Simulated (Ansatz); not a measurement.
# SnSe$_{2}$: what the fields show

Input

```
crystal:
  lattice:
    - [-3.7987799666, 5.4175500018, 6.7092085795]
    - [3.7987799666, -5.4175500018, 6.7092085795]
    - [3.7987799666, 5.4175500018, -6.7092085795]
  atoms:
    - { symbol: Sn, position: [0.8457130298, 0.8096922476, 0.0360207823] }
    - { symbol: Sn, position: [0.7263285347, 0.1903077524, 0.5360207823] }
    - { symbol: Sn, position: [0.1542869702, 0.1903077524, 0.9639792177] }
    - { symbol: Sn, position: [0.2736714653, 0.8096922476, 0.4639792177] }
    - { symbol: Se, position: [0.1442752581, 0.8942752581, 0.25] }
    - { symbol: Se, position: [0.8557247419, 0.1057247419, 0.75] }
    - { symbol: Se, position: [0.6500586993, 0.5, 0.6500586993] }
    - { symbol: Se, position: [0.3499413007, 0.0, 0.8499413007] }
    - { symbol: Se, position: [0.3499413007, 0.5, 0.3499413007] }
    - { symbol: Se, position: [0.6500586993, 0.0, 0.1500586993] }
    - { symbol: Se, position: [0.0, 0.0, 0.0] }
    - { symbol: Se, position: [0.5, 0.0, 0.5] }
basis:
  ecutwfc: 420
kpoints:
  mp_grid: { grid: [6, 6, 6] }
hamiltonian:
  xc: lda
scf:
  occupations: { method: gaussian, width: 0.1 }
output:
  forces: true
  stress: true
  eigenvalues: true
  write_density: true
  write_potential: true
  elf: true
  volumetric_format: npy
relax:
  adjacent_minimum: "off"
  f_tol: 0.01
  max_steps: 60
  cell: { stress_tol: 0.1 }
```

Command:

```sh
ansatz run input.yaml --threads 2 --pin off --max-ram 5120MiB --backend cpu --events-out ev --progress --plain --runs-dir out
```

Below, planes, directions and counts refer to the conventional cell (a = 7.63 Å, b = 10.78 Å, c = 13.44 Å, α = 90.00°, β = 90.00°, γ = 90.00°).

The fields are those of the run's last geometry, not of the input's.

Space group Imma.

All numbers below come from DFT LDA, scalar-relativistic, plane waves, PAW in Ansatz.

The density is the valence pseudo-density of a PAW calculation; it isn't the true density close to the nuclei.

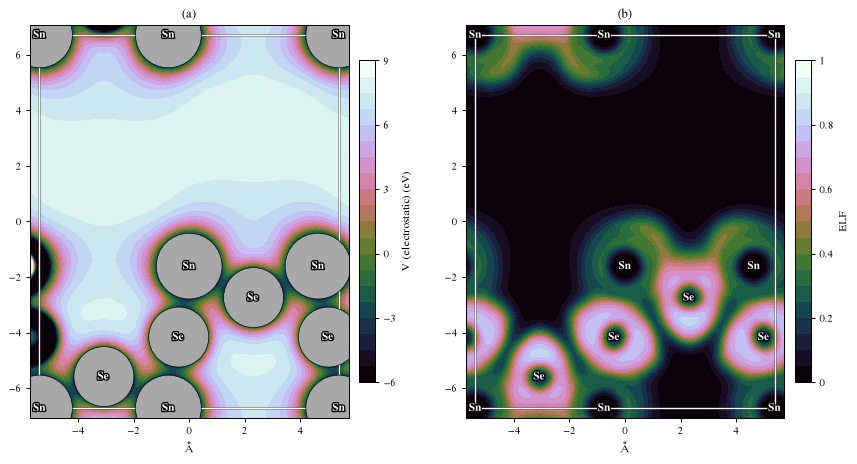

Figure 1. (a) electrostatic potential energy of an electron; (b) electron localisation function on the (100) plane of the conventional cell. Grey discs cover the atomic cores in the potential map.

### Interpret the plot.

- The section cuts through Sn and Se sites.
- Sn–Se (2.58 Å): the ELF is about 0.45 at the midpoint.
- The ELF also peaks beside Se, away from the bonds: lone-pair regions.
- Outside the cores the potential energy rises away from the atoms and is highest about 3.1 Å from the nearest atoms; its zero is arbitrary.

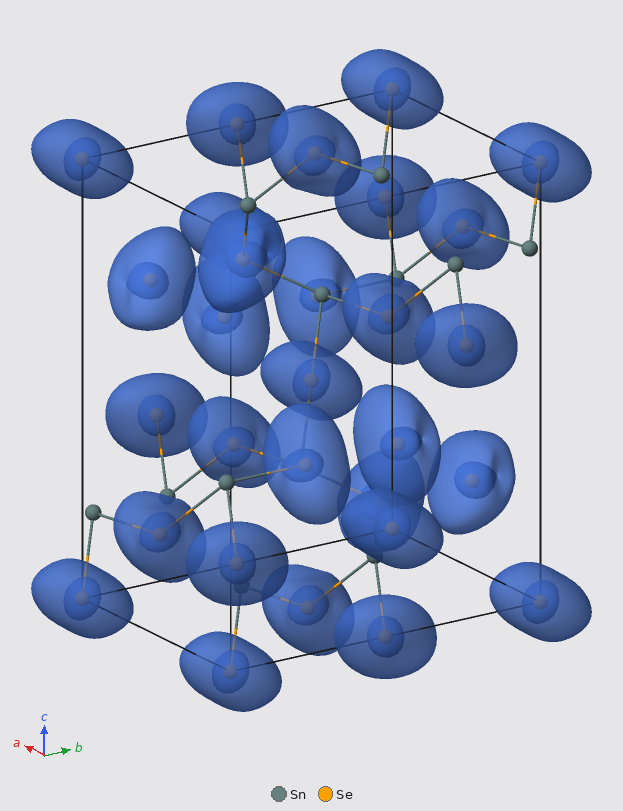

Figure 2. Isosurface of the ELF at 0.65 (blue), seen at an oblique angle. Only the valence region is drawn (cores and ρ < 0.01 e/Å³ removed). Sticks mark near contacts.

### Where are the electrons localised?

At this value the surface marks out 16 regions wrapped around Se (the valence shell of each), counted in one cell of 24 atoms. Regions shared between cells count once.


Sn–Se (2.53 Å): the ELF is about 0.55 at the midpoint.

### Does the calculation make it a metal, or give it a gap?

It is gapless in this calculation (a metal or semimetal).
